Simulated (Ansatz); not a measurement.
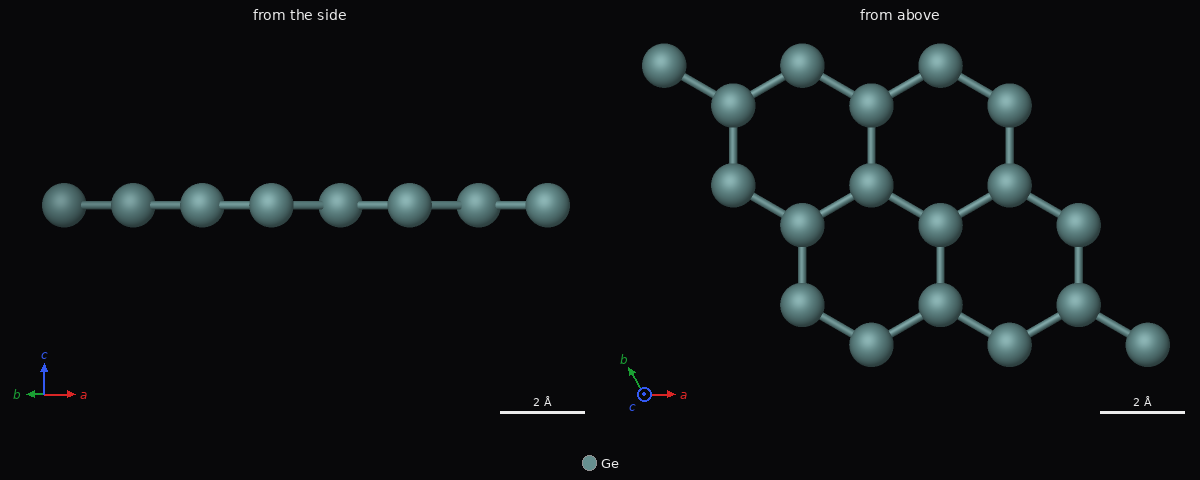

A ball-and-stick picture of a periodic sheet, seen from the side and from above. The surface normal points up in side views; the vacuum is left out. 3×3 cells are drawn in the plane, with atoms at the edges repeated.

The cell holds 2 Ge.

Estimate the thickness.

About 0.0 Å from the lowest to the highest atom.

How is it built?

About every Ge there are three Ge in a trigonal planar arrangement at about 1.9 Å. The bonds build Ge layers parallel to the surface.

Source of the structure: a structure listed in the Materials Project, with elements exchanged, so it need not be a known form of the compound. The cell was then strained or its atoms displaced on purpose. It was the input of a calculation with Ansatz.

At this level of theory the run's own cell isn't at rest (compressed, at 31 GPa), so its distances can differ from those at equilibrium, the more so the softer the solid.
